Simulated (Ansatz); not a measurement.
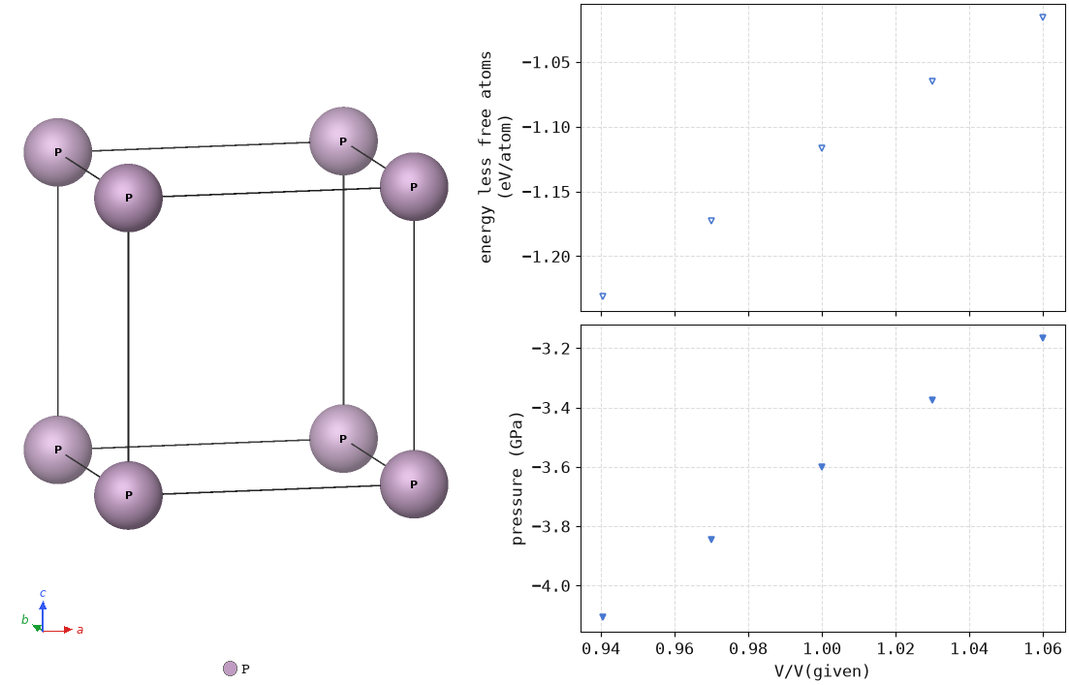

Plotted: energy less free atoms and pressure against V/V(given) for P, space group P4/mmm (No. 123). The conventional cell is drawn beside the plot.

Cell as given: a = 4.273 Å, b = 4.273 Å, c = 4.378 Å, α = 90.00°, β = 90.00°, γ = 90.00°; 1 atom.

Method: periodic Kohn-Sham DFT of a crystal at fixed atoms, scaled to the stated factor times the given cell; pressure positive in compression, energy less spherical unpolarised free atoms (Ansatz 0.2.0). Level: PBE.

method all-electron LAPW; relativity scalar; k mesh 8×8×8; occupations Fermi–Dirac; smearing width 0.03 eV; basis error target 0.25 (meV/atom); nucleus Gaussian.

V(given) is 79.93 Å³/atom.

**Read off the course of the energy less free atoms.**

It rises from −1.2312 eV/atom at V/V(given) 0.941 to −1.0158 eV/atom at 1.060.

**What does the pressure do across the range?**

It rises from −4.108 GPa at V/V(given) 0.941 to −3.168 GPa at 1.060.

Keep in mind: the volumes run don't bracket the minimum of the energy, so any equilibrium value is extrapolated; shape and atomic fractions are frozen while scaling, which makes layered, chain and framework solids too stiff.
